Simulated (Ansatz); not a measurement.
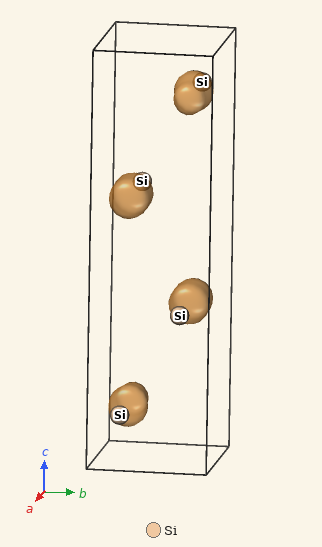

Figure 1: Si. Isosurface of the electron localisation function at 0.8 (orange), seen slightly off an axis. Core shells and regions of very low density are left out.

Space group P2₁/m; a structure from a database of computed crystals, not necessarily the ambient phase; not relaxed (largest force 0.4 eV/Å).

These are results of DFT r2SCAN, scalar-relativistic, plane waves, PAW in Ansatz 0.2.0, not measurements.

Core electrons are frozen (PAW), and the valence fields are smoothed inside the atomic spheres.

The calculation's input:

```
crystal:
  lattice:
    - [1.3145004514, -2.2767815684, 0.0]
    - [0.0, 0.0, -2.4937990725]
    - [7.8870027083, 4.5535631368, -0.7481397218]
  atoms:
    - { symbol: Si, position: [0.0, -0.2625, 0.875] }
    - { symbol: Si, position: [0.5, -0.0375, 0.125] }
    - { symbol: Si, position: [0.0, -0.1125, 0.375] }
    - { symbol: Si, position: [0.5, -0.1875, 0.625] }
basis:
  ecutwfc: 500
kpoints:
  mp_grid: { grid: [22, 23, 7] }
hamiltonian:
  xc: r2scan
scf:
  occupations: { method: gaussian, width: 0.15 }
output:
  forces: true
  stress: true
  eigenvalues: true
  write_density: true
  write_potential: true
  elf: true
  volumetric_format: npy
```

Command:

```sh
ansatz run input.yaml --threads 2 --pin off --max-ram 5120MiB --backend cpu --events-out ev --progress --plain --runs-dir out
```

Below, planes, directions and counts refer to the conventional cell (a = 2.49 Å, b = 2.63 Å, c = 9.14 Å, α = 90.00°, β = 94.70°, γ = 90.00°).

### Identify the bonds, lone pairs and shells in this picture.

The ELF exceeds this value in four regions between bonded Si–Si atoms, counted in one cell of 4 atoms. Any copies at cell faces, edges or corners count once. Profiles from the grid: Si–Si (2.49 Å): the ELF peaks at about 0.90 between the atoms.
